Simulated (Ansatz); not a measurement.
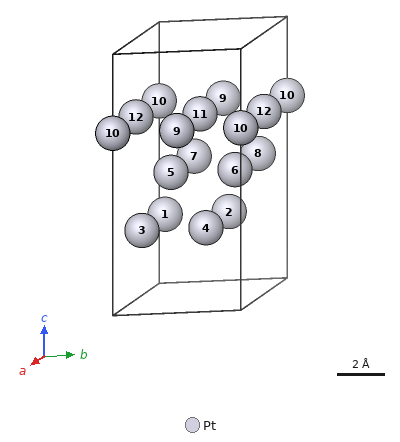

The structure as given in the input (spheres-only view of the cell of the calculation, with the vacuum cut short, seen slightly off an axis; atoms are numbered from 1 in the order of the input). An atom can appear more than once, as a periodic image.

Single-point calculation, with input and output: Pt (part 1 of 2)

System: Pt (slab, 12 atoms in the cell).
Method: DFT PBE+D3(BJ), scalar-relativistic, plane waves, PAW, no spin polarisation (Ansatz 0.2.0).

The structure derives from an entry of the Crystallography Open Database. It belongs to a series of runs on one base structure; here: the slab at its places in the relaxed adsorbed structure. Figures and captions count atoms from 1; the log counts them from 0 in places.

Input file:
```yaml
crystal:
  lattice:
    - [5.5557316927, 0.0, 0.0]
    - [-2.7778658463, 4.8114047825, 0.0]
    - [0.0, 0.0, 22.5362359316]
  atoms:
    - { symbol: Pt, position: [0.3333333333, 0.1666666667, 0.3549838591] }
    - { symbol: Pt, position: [0.3333333333, 0.6666666667, 0.3549838591] }
    - { symbol: Pt, position: [0.8333333333, 0.1666666667, 0.3549838591] }
    - { symbol: Pt, position: [0.8333333333, 0.6666666667, 0.3549838591] }
    - { symbol: Pt, position: [0.6651794131, 0.3326950915, 0.4571491353] }
    - { symbol: Pt, position: [0.6651997338, 0.832143184, 0.4571441025] }
    - { symbol: Pt, position: [0.1660264344, 0.3328373904, 0.4572110761] }
    - { symbol: Pt, position: [0.1656887326, 0.832637992, 0.4570929614] }
    - { symbol: Pt, position: [-0.0020284753, 0.4988196384, 0.5590238274] }
    - { symbol: Pt, position: [-0.0019695622, -0.0015796468, 0.5590642656] }
    - { symbol: Pt, position: [0.4989745228, 0.4990717814, 0.5601323757] }
    - { symbol: Pt, position: [0.4982082492, -0.0012720079, 0.5594079471] }
basis:
  ecutwfc: 420
kpoints:
  mp_grid: { grid: [4, 4, 1] }
hamiltonian:
  xc: pbe
  dispersion: d3bj
scf:
  occupations: { method: gaussian, width: 0.1 }
output:
  forces: true
  eigenvalues: true
  write_density: true
  volumetric_format: npy
efield:
  axis: 3
  dipole_correction: true
  ramp_width: 0.04
```

Run on 4 threads of Intel Xeon @ 2.50GHz (Skylake/Cascade Lake), 192 GiB of memory available, shared host.

Command:
```bash
ansatz run input.yaml --threads 4 --pin off --max-ram 10240MiB --backend cpu --events-out ev --progress --plain --runs-dir out
```

Log:
```
Engine: ansatz 0.2.0, x86_64-unknown-linux-gnu
Pseudopotentials: kind: paw
Pseudopotential: Pt, paw, valence charge 18, recommended cutoff 420 eV (normal), Pt.paw.azcp
Functional definition: PBE
  parameter kappa = 0.804
  parameter beta = 0.06672455060314922
  exchange = pbe_x(kappa = kappa, mu = beta*pi^2/3)
  correlation = pbe_c(beta = beta)
Crystal: 12 atoms, lattice volume = 602.413 Å³
Basis set: ecut = 420 eV, 11763 PW (Γ), exchange–correlation on 80×80×320 points (8 copies of the dense FFT grid, shifted against one another)
Bands: 130, of which v1, the nominal top of the filled ones, is band 108 counted from 1 (107 counted from 0)
Symmetry: 1 space group operations
Space group: P1 (ITA 1), of the structure as read, at distance tolerance 8.4e-5 Å
k-points: 10 of 16 (time reversal used)
Non-local potential: Pt, projectors of the file, l = 0: 3, l = 1: 2, l = 2: 2, l = 3: 1
PAW form: soft (Blöchl's): semilocal exchange-correlation on the pseudo side does not see the compensation charge
PAW one-centre angular grid: Pt, 590 points (default); XC on 64 Gauss nodes
Initial density: superposition of atomic densities (neutral atoms: chi_scale 0, normalization atom), corrected by the library's trained network
Initial wavefunctions: pseudopotential atomic-orbital guess
Functional: x = pbe(κ = 0.804, μ = 0.2195149727645171), c = pbe(β = 0.06672455060314922)
SCF iter   1: F=—  HF=-150277.247963 eV  |F-HF|=—  |Δ(HF+E_count)|=         —  Δρ=7.37e-3  dr2=1.75e-1  ethr=1.77e-3  p=-0.000 e·Å  D=-2.11e-5 V/Å  ΔV_dip=0.00 eV  dr2_dipole=4.13e-5  V_vac-E_F(+/−)=5.38/5.38 eV  ⟨swp⟩=7.7  Hψ=5545  notcnv=0  defer=31
efield: sawtooth ramp at fractional position 0.9376 (placed from the atoms, in the widest stretch of the axis that holds none; the zero of the levels goes with the place), width 0.0400; the density the first Hamiltonian is built on has a dipole p = -0.000 e·Å; the dipole correction subtracts the counter field D = -2.11e-5 V/Å, which shifts the + side's vacuum level by +0.00 eV against the − side's; the planar-averaged density in the ramp window peaks in size at 4.8e-6 e/Å³
preconditioner: auto → LDOS  [metal: Δε(μ)=0.010 eV  Ē_g=7.029 eV  σ=0.100 eV  W_gap=0.06  n_scr=112 (ndim 8)  ℏωp=16.6 eV  f_vac=0.631  D(μ)=22.78/eV (n_scr^D=180)  β→1.0]
SCF iter   2: F=—  HF=-150277.302388 eV  |F-HF|=—  |Δ(HF+E_count)|=   5.44e-2  Δρ=6.63e-3  dr2=3.27e-1  ethr=8.08e-5  p=0.001 e·Å  D=2.09e-4 V/Å  ΔV_dip=-0.00 eV  dr2_dipole=9.21e-7  V_vac-E_F(+/−)=5.85/5.85 eV  ⟨swp⟩=3.5  Hψ=3455  notcnv=0  defer=114
SCF iter   3: F=—  HF=-150277.235511 eV  |F-HF|=—  |Δ(HF+E_count)|=   6.69e-2  Δρ=9.81e-4  dr2=1.98e-2  ethr=8.08e-5  p=-0.000 e·Å  D=-8.05e-5 V/Å  ΔV_dip=0.00 eV  dr2_dipole=1.75e-8  V_vac-E_F(+/−)=5.64/5.63 eV  ⟨swp⟩=2.0  Hψ=1921  notcnv=0  defer=114
SCF iter   4: F=—  HF=-150277.232552 eV  |F-HF|=—  |Δ(HF+E_count)|=   2.96e-3  Δρ=4.87e-4  dr2=1.24e-3  ethr=9.18e-6  p=0.000 e·Å  D=1.48e-5 V/Å  ΔV_dip=-0.00 eV  dr2_dipole=2.52e-8  V_vac-E_F(+/−)=5.68/5.68 eV  ⟨swp⟩=2.0  Hψ=1812  notcnv=0  defer=105
SCF iter   5: F=—  HF=-150277.232228 eV  |F-HF|=—  |Δ(HF+E_count)|=   3.24e-4  Δρ=9.16e-5  dr2=9.96e-5  ethr=5.72e-7  p=-0.000 e·Å  D=-2.07e-5 V/Å  ΔV_dip=0.00 eV  dr2_dipole=2.01e-8  V_vac-E_F(+/−)=5.68/5.67 eV  ⟨swp⟩=2.6  Hψ=2017  notcnv=0  defer=105
SCF iter   6: F=—  HF=-150277.231644 eV  |F-HF|=—  |Δ(HF+E_count)|=   5.84e-4  Δρ=4.63e-5  dr2=8.07e-5  ethr=4.61e-8  p=-0.000 e·Å  D=-4.11e-6 V/Å  ΔV_dip=0.00 eV  dr2_dipole=7.54e-9  V_vac-E_F(+/−)=5.68/5.68 eV  ⟨swp⟩=1.7  Hψ=1790  notcnv=0  defer=90
SCF iter   7: F=—  HF=-150277.231645 eV  |F-HF|=—  |Δ(HF+E_count)|=   1.39e-6  Δρ=2.30e-5  dr2=1.16e-5  ethr=3.73e-8  p=-0.000 e·Å  D=-3.88e-5 V/Å  ΔV_dip=0.00 eV  dr2_dipole=1.27e-8  V_vac-E_F(+/−)=5.68/5.68 eV  ⟨swp⟩=1.9  Hψ=1211  notcnv=0  defer=90
SCF iter   8: F=—  HF=-150277.231645 eV  |F-HF|=—  |Δ(HF+E_count)|=   3.45e-7  Δρ=1.15e-5  dr2=1.35e-6  ethr=5.36e-9  p=-0.000 e·Å  D=-9.93e-7 V/Å  ΔV_dip=0.00 eV  dr2_dipole=4.46e-9  V_vac-E_F(+/−)=5.68/5.68 eV  ⟨swp⟩=2.0  Hψ=1723  notcnv=0  defer=90
SCF iter   9: F=-150277.231646 eV  HF=-150277.231646 eV  |F-HF|=1.75e-7  |Δ(HF+E_count)|=   2.76e-7  Δρ=2.77e-6  dr2=3.73e-8  ethr=4.63e-11  p=-0.000 e·Å  D=-1.34e-5 V/Å  ΔV_dip=0.00 eV  dr2_dipole=9.27e-10  V_vac-E_F(+/−)=5.68/5.68 eV  ⟨swp⟩=13.9  Hψ=7434  notcnv=0
SCF 1 converged in 9 iterations: F = -150277.231646 eV  dr2 = 3.73e-8
  greatest PAW one-centre occupation: 1.000 electrons in one spin orbital (limit 2), on the Pt atom at site 7 (counted from 0), in its partial waves of l = 0
SCF converged after 9 iterations
Free energy (F): -150277.231646 eV
Harris-Foulkes:  -150277.231646 eV  (|F-HF|=1.75e-7)
Internal energy: -150277.111408 eV  (E = F + TS)
E sigma→0 (E₀):  -150277.171527 eV
Entropy (-TS):   -0.120238 eV (-10.020 meV/atom)
Fermi energy:    3.003712 eV
Dipole field:    D = 0.000010 V/Å  (p = 0.000034 e·Å, saw-weighted, corrected)
Work function:   Φ+ = 5.6767 eV   Φ− = 5.6770 eV
Levels:          The Fermi level and band energies are counted from a zero that moves with the ramp; work functions are not
--- Per-component energies (eV) ---
  E_band       = -5835.551042
  E_kinetic    = 7635.798502
  E_local      = -312930.348404  (includes V_loc(G=0)·N_el)
  E_nonlocal   = 2402.773533
  E_hartree    = 152068.849744
  E_xc         = -3129.976208
  E_vxc        = -3618.054661  (∫ρ·V_xc dr)
  E_paw        = -113448.821087  (= ΣΔE_a)
  E_vpaw       = -3463.423855  (= ΣTr[D̂ρ^β])
  E_aug_tail   = 0.002455  (compensation charges beyond the density's cutoff)
  E_efield     = 0.000000  (sawtooth field / dipole correction)
  E_vefield    = 0.000019  (∫n·V_field dr)
  E_ewald      = 117130.732349
  E_disp       = -6.122292  (pairwise vdW)
  E_smearing   = -0.120238  (= −TS)
  E_closure    = 0.000000  (closes the sum)
  Σ components = -150277.231646   (vs F -150277.231646, Δ=0.00e0)
--- Forces (eV/Å), atoms counted from 1 ---
  atom   1  Pt    -0.00541178    -0.00053775     0.00489112
  atom   2  Pt    -0.00293150    -0.00478015     0.00298689
  atom   3  Pt     0.00052630     0.00036740    -0.01034663
  atom   4  Pt    -0.00041779    -0.00042124    -0.00589713
  atom   5  Pt     0.01236463    -0.00862547     0.02028129
  atom   6  Pt     0.00036157     0.01480111     0.02449690
  atom   7  Pt    -0.00429115    -0.00500767     0.00954665
  atom   8  Pt     0.00279080     0.00470541    -0.00289904
  atom   9  Pt     0.02554700    -0.01055208     0.02484795
  atom  10  Pt     0.00073534     0.02565657     0.01969453
  atom  11  Pt    -0.03357486    -0.01627463    -0.07395678
  atom  12  Pt     0.00430146     0.00066806    -0.01360015
  max |Σ_I F_I| component: 4.56e-5 eV/Å
--- Band table (eV; the first three rows and the last of 10) ---
  k-point 0: bands = ["-95.3194", "-95.2999", "-95.2959", "-95.2955", "-94.9581", "-94.9545", "-94.9425", "-94.9347", "-94.9335", "-94.9333", "-94.9289", "-94.9110", "-49.7378", "-49.7371", "-49.7330", "-49.5817", "-49.5691", "-49.5639", "-49.5625", "-49.4711", "-49.4676", "-49.4670", "-49.4654", "-49.4653", "-49.4625", "-49.4076", "-49.4032", "-49.4014", "-49.3772", "-49.3749", "-49.2066", "-49.2017", "-49.2012", "-49.2008", "-49.1970", "-49.1945", "-49.1154", "-49.1139", "-49.1125", "-49.1106", "-48.9440", "-48.9096", "-48.9061", "-48.8982", "-48.8908", "-48.8889", "-48.8867", "-48.8646", "-6.0525", "-4.3757", "-3.8567", "-3.4031", "-3.4005", "-3.3981", "-3.2010", "-3.1980", "-3.1969", "-2.6781", "-2.6780", "-2.6773", "-2.6531", "-2.6488", "-2.6478", "-1.1293", "-1.1214", "-1.1193", "-0.7753", "-0.7703", "-0.7640", "-0.6206", "-0.3997", "-0.3995", "-0.1521", "-0.1212", "-0.1192", "0.0525", "0.0528", "0.1348", "0.1481", "0.1487", "0.6796", "0.6816", "0.7023", "1.6364", "1.6434", "1.6452", "1.6568", "1.6714", "1.7114", "1.7164", "1.7192", "2.2285", "2.3239", "2.3265", "2.8330", "2.8347", "2.8391", "2.8763", "2.8765", "2.8818", "2.9871", "2.9960", "3.3051", "3.3069", "3.3076", "3.5596", "3.5642", "3.5659", "3.6175", "3.6210", "3.6212", "3.7597", "4.1631", "4.1688", "4.1740", "5.8876", "5.8952", "5.9052", "5.9072", "5.9075", "5.9102", "8.3408", "8.6690", "9.0065", "9.0107", "9.0133", "9.1741", "9.1853", "9.1893", "9.1990"]
```
